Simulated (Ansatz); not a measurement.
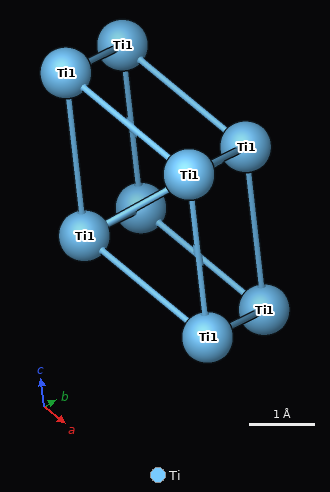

**Figure 1.** The input geometry of run A (ball-and-stick view of the cell of the calculation, seen slightly off an axis; atoms are numbered from 1 in the order of the input).

**Ti: a failed or faulty run and its cure**

System: Ti (1 atom in the cell).
Method of run A: DFT, b3-lyp, plane waves, PAW (Ansatz 0.2.0).

The structure derives from an entry of the Crystallography Open Database. Text and figures count atoms from 1; the logs count them from 0 in places.

**The input, run A**
```yaml
crystal:
  lattice:
    - [-1.665615, 1.665615, 1.641]
    - [1.665615, -1.665615, 1.641]
    - [1.665615, 1.665615, -1.641]
  atoms:
    - { symbol: Ti, position: [0.0, 0.0, 0.0] }
basis:
  ecutwfc: 420
kpoints:
  mp_grid: { grid: [20, 20, 20] }
hamiltonian:
  xc: b3-lyp
scf:
  occupations: { method: gaussian, width: 0.15 }
  max_iter: 50
output:
  forces: true
  eigenvalues: true
  stress: true
```

Command:
```bash
ansatz run input.yaml --threads 1 --pin off --max-ram 2560MiB --backend cpu --events-out ev --progress --plain --runs-dir out
```

Hardware: 1 thread of Intel Xeon (Sapphire Rapids), 192 GiB of memory available, shared host.

**Output (run A)**
```
Error: YAML parse error: error: line 13 column 7: hamiltonian.xc: unknown variant `b3-lyp`, expected one of `lda`, `lda-pw`, `pw92`, `pbe`, `pbesol`, `rpbe`, `revpbe`, `blyp`, `pbe0`, `revpbe0`, `b3lyp`, `b3lyp5`, `hse06`, `wpbeh`, `hiss`, `lc_wpbe`, `cam_b3lyp`, `hf`, `r2scan`, `r2scanh`, `r2scan0`, `r2scan50`, `mr2scan`
  --> <input>:13:7
   |
11 |   mp_grid: { grid: [20, 20, 20] }
12 | hamiltonian:
13 |   xc: b3-lyp
   |       ^ hamiltonian.xc: unknown variant `b3-lyp`, expected one of `lda`, `lda-pw`, `pw92`, `pbe`, `pbesol`, `rpbe`, `revpbe`, `blyp`, `pbe0`, `revpbe0`, `b3lyp`, `b3lyp5`, `hse06`, `wpbeh`, `hiss`, `lc_wpbe`, `cam_b3lyp`, `hf`, `r2scan`, `r2scanh`, `r2scan0`, `r2scan50`, `mr2scan`
14 | scf:
15 |   occupations: { method: gaussian, width: 0.15 }
   |
```

> What should be changed in this input?

This input holds a deliberate fault: an unknown functional (`hamiltonian.xc`). The program refused the input: “YAML parse error: error: line 13 column 7: hamiltonian.xc: unknown variant `b3-lyp`, expected one of `lda`, `lda-pw`, `pw92`, `pbe`, `pbesol`, `rpbe`, `revpbe`, `blyp`, `pbe0`, `revpbe0`, `b3lyp`, `b3lyp5`, `hse06`, `wpbeh`, `hiss`, `lc_wpbe`, `cam_b3lyp`, `hf`, `r2scan`, `r2scanh`, `r2scan0`, `r2scan50`, `mr2scan` …”

A run of the same system that converges differs from this input as follows (lines with − go, lines with + come):
```diff
-  xc: b3-lyp
+  xc: lda
-  max_iter: 50
```

**Output, shortened to warnings, some set-up lines, iterations and results (run B)**
```
Basis set: ecut = 420 eV, 369 PW (Γ)
Symmetry: 16 space group operations
k-points: 641 of 8000
Initial density: superposition of atomic densities (neutral atoms: chi_scale 0, normalization atom), corrected by the library's trained network
[...]
SCF iter   1: F=—  HF=-2450.118370 eV  |F-HF|=—  |Δ(HF+E_count)|=         —  Δρ=5.47e-3  dr2=3.60e-3  ethr=1.77e-3  ⟨swp⟩=4.6  Hψ=34575  notcnv=0
SCF iter   2: F=—  HF=-2450.117759 eV  |F-HF|=—  |Δ(HF+E_count)|=   6.11e-4  Δρ=2.84e-3  dr2=6.80e-4  ethr=3.00e-5  ⟨swp⟩=1.0  Hψ=11538  notcnv=0
SCF iter   3: F=—  HF=-2450.117787 eV  |F-HF|=—  |Δ(HF+E_count)|=   2.77e-5  Δρ=1.12e-3  dr2=2.50e-4  ethr=5.67e-6  ⟨swp⟩=2.4  Hψ=10020  notcnv=0
SCF iter   4: F=—  HF=-2450.117709 eV  |F-HF|=—  |Δ(HF+E_count)|=   7.78e-5  Δρ=1.06e-4  dr2=5.44e-7  ethr=2.08e-6  ⟨swp⟩=2.7  Hψ=10286  notcnv=0
SCF iter   5: F=—  HF=-2450.117709 eV  |F-HF|=—  |Δ(HF+E_count)|=   3.81e-7  Δρ=1.75e-5  dr2=6.20e-8  ethr=4.54e-9  ⟨swp⟩=2.6  Hψ=10321  notcnv=0
SCF iter   6: F=-2450.117709 eV  HF=-2450.117709 eV  |F-HF|=3.18e-12  |Δ(HF+E_count)|=   1.87e-8  Δρ=3.55e-7  dr2=5.54e-12  ethr=5.17e-10  ⟨swp⟩=2.1  Hψ=20899  notcnv=0
SCF 1 converged in 6 iterations: F = -2450.117709 eV  dr2 = 5.54e-12
SCF converged after 6 iterations
Free energy (F): -2450.117709 eV
Harris-Foulkes:  -2450.117709 eV  (|F-HF|=3.18e-12)
Internal energy: -2450.089614 eV  (E = F + TS)
E sigma→0 (E₀):  -2450.103662 eV
Entropy (-TS):   -0.028095 eV (-28.095 meV/atom)
Fermi energy:    12.097359 eV
--- Per-component energies (eV) ---
  E_band       = -166.855616
  E_kinetic    = 271.138391
  E_local      = -843.429974  (includes V_loc(G=0)·N_el)
  E_nonlocal   = 12.335063
  E_hartree    = 342.713024
  E_xc         = -95.953707
  E_vxc        = -120.714478  (∫ρ·V_xc dr)
  E_paw        = -998.954342  (= ΣΔE_a)
  E_vpaw       = -171.610765  (= ΣTr[D̂ρ^β])
  E_aug_tail   = 0.000098  (compensation charges beyond the density's cutoff)
  E_ewald      = -1138.264118
  E_core_change = 0.325950  (= ΣΔE_core)
  E_smearing   = -0.028095  (= −TS)
  E_closure    = -0.000000  (closes the sum)
  Σ components = -2450.117709   (vs F -2450.117709, Δ=0.00e0)
--- Forces (eV/Å), atoms counted from 1 ---
  atom   1  Ti     0.00000000    -0.00000000     0.00000000
  max |Σ_I F_I| component: 2.47e-32 eV/Å
--- Stress (GPa, compression-positive) ---
      -12.943076      -0.000000       0.000000
       -0.000000     -12.943076       0.000000
       -0.000000       0.000000     -13.331460
  P = ⅓ Tr σ = -13.0725 GPa (-130.725 kbar)
```

**The two runs side by side**

| quantity | run A | run B |
| --- | --- | --- |
| outcome | refused | converged |
| free energy per atom (eV) | – | −2450.1177 |
| gap on the mesh (eV) | – | 0.00 |
| pressure (GPa) | – | −13.07 |
| volume per atom (Å³) | – | 18.21 |
| largest force (eV/Å) | – | 0.000 |
| SCF iterations | – | 6 |
| irreducible k-points | – | 641 |
| plane waves at Γ | – | 369 |

Notes on run B: The cell is under a tension of 13.1 GPa at this level, so it is not at its equilibrium volume.
